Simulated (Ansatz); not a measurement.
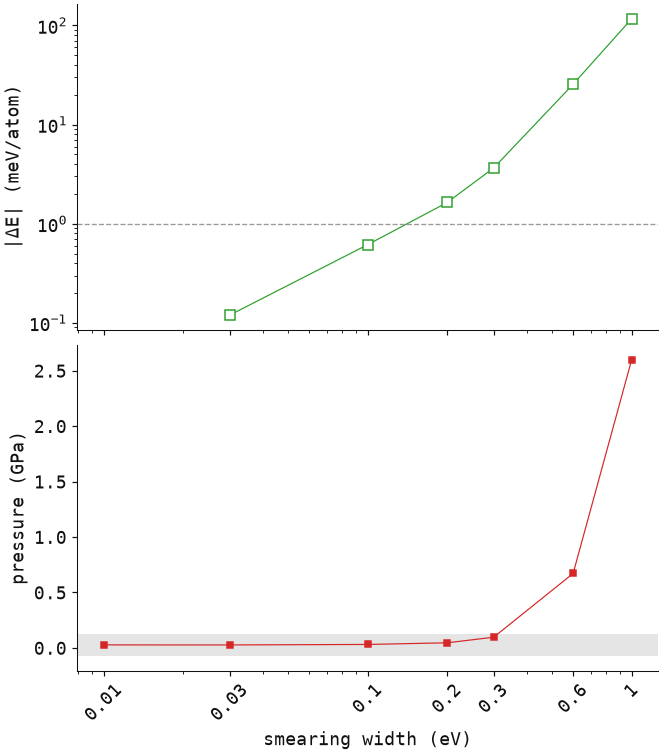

Convergence test: the smearing width is varied and all else is held.
- system: C (P6_3/mmc, 4 atoms in the cell)
- method: DFT, r2SCAN, plane waves (500 eV) with PAW, scalar-relativistic (Ansatz); 15×15×5 k-mesh, Fermi–Dirac smearing
ΔE is the free energy less its value at the smallest setting, 0.01 eV.
Dashed lines or grey bands mark the tolerance: 1 meV/atom and 0.1 GPa.
On logarithmic panels, open markers lie below the reference value and filled ones above.

Q: From which setting is the free energy converged to 1 meV/atom?

A: The free energy is within 1 meV/atom of the smallest setting's value from 0.1 eV down. It is off by 120 meV/atom at 1 eV, 3.7 meV/atom at 0.3 eV and 1.6 meV/atom at 0.2 eV (always below it). The free energy falls with the width because it holds the −TS term of the fractional occupations.

Q: And the pressure, to 0.1 GPa?

A: The pressure is within 0.1 GPa of the smallest setting's value from 0.3 eV down. It is 2.6 GPa at 1 eV, 0.7 GPa at 0.6 eV and 0.0 GPa at 0.01 eV.
